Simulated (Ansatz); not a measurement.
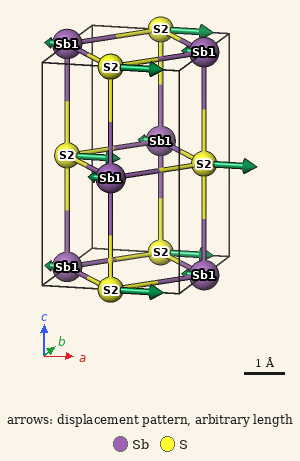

One vibrational mode of solid SbS (a generated structure) at the zone centre. Displacements are drawn as green arrows; their common scale and sign are arbitrary. The picture is a ball-and-stick view of the conventional cell (2 times the calculation's cell), seen slightly off an axis. Lengths and directions refer to the drawn axes.

Theory: Ansatz 0.2.0, DFT PBE, scalar-relativistic, plane waves, PAW.

Input file:
```yaml
crystal:
  lattice:
    - [-1.7890152621, 2.2903064865, 2.8665410857]
    - [1.7890152621, -2.2903064865, 2.8665410857]
    - [1.7890152621, 2.2903064865, -2.8665410857]
  atoms:
    - { symbol: Sb, position: [0.5, 0.0, 0.5] }
    - { symbol: S, position: [0.0, 0.5, 0.5] }
basis:
  ecutwfc: 420
kpoints:
  mp_grid: { grid: [20, 20, 20] }
hamiltonian:
  xc: pbe
scf:
  occupations: { method: fermi_dirac, width: 0.15 }
output:
  eigenvalues: true
phonons:
  method: dfpt
  eigenvectors: true
```

Run as
```bash
ansatz run input.yaml --threads 1 --pin off --max-ram 2560MiB --backend cpu --events-out ev --progress --plain --runs-dir out
```

The frequencies depend somewhat on the k-mesh and the smearing.

> What mode is this, and where does it lie in the spectrum?

This is the B₃u mode at 2.32 THz, the lowest optical level, infrared-active by symmetry. The S sublattice moves against the Sb sublattice, along a; the kinetic energy is shared as S 79 %, Sb 21 %. The crystal is a metal, so free carriers screen the infrared response.
